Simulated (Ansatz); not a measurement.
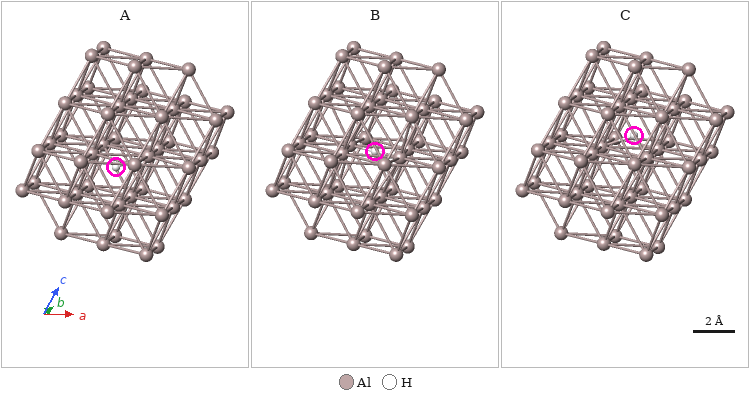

3 geometries from a converged minimum-energy path of a defect cell of composition Al₂₇H (28 atoms in the cell), shuffled. A ball-and-stick model of the atoms within 5.6 Å of the middle of the path, seen from a free direction. The moving atom is ringed, with any periodic copies. Bonds to atoms that aren't drawn are left out.

Level of theory: Ansatz 0.2.0, DFT PBE, scalar-relativistic, plane waves, PAW. Settings: plane-wave cutoff 420 eV; k-point mesh 3 × 3 × 3; Gaussian smearing 0.1 eV; 5 movable images; climbing image.

> One of them is the converged climbing image. Which?

B. In order along the path, whose images run from 0 to 6: C (image 1, +0.043 eV), B (image 3, +0.269 eV), A (image 5, +0.043 eV). The H atom travels furthest, 2.86 Å from end to end, along −c, on a straight line. At the highest image its nearest neighbour (Al) is 1.68 Å away, against 2.05 Å at the start, and the surrounding atoms stand up to 0.23 Å off the mean of their end positions.
